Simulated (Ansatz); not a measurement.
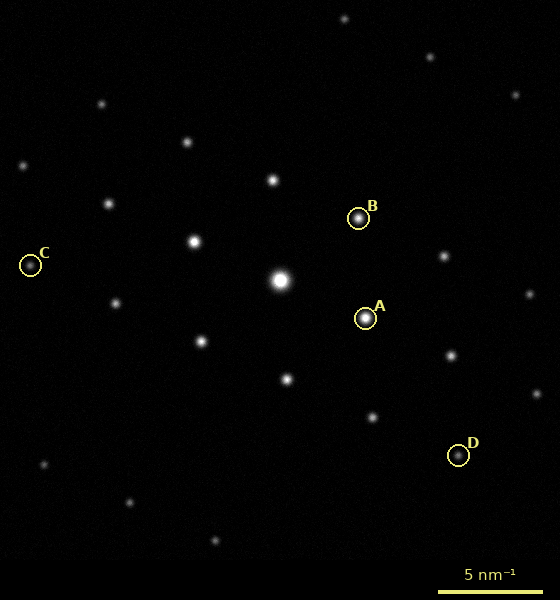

The pattern is a kinematic simulation for 100 kV electrons (no multiple scattering; isotropic B = 0.5 Å²). The zone axis points towards the electron source and the pattern is seen from the source side.

Crystal: Co, space group I4_1/amd (No. 141), a = 4.43 Å, c = 2.35 Å. Structure: the end point of a relaxation with DFT PBEsol, scalar-relativistic, plane waves, PAW in Ansatz 0.2.0; the starting structure was generated, so it need not be a known form of this composition.

Spot A is indexed 0 -2 0 and spot B 0 -1 -1.

Index the other marked spots.

C = −2A − B = 0 5 1 (d = 0.829 Å). D = 3A − B = 0 -5 1 (d = 0.829 Å).

Find the zone axis.

The cross product of A and B is parallel to [100]; every spot obeys hu + kv + lw = 0.
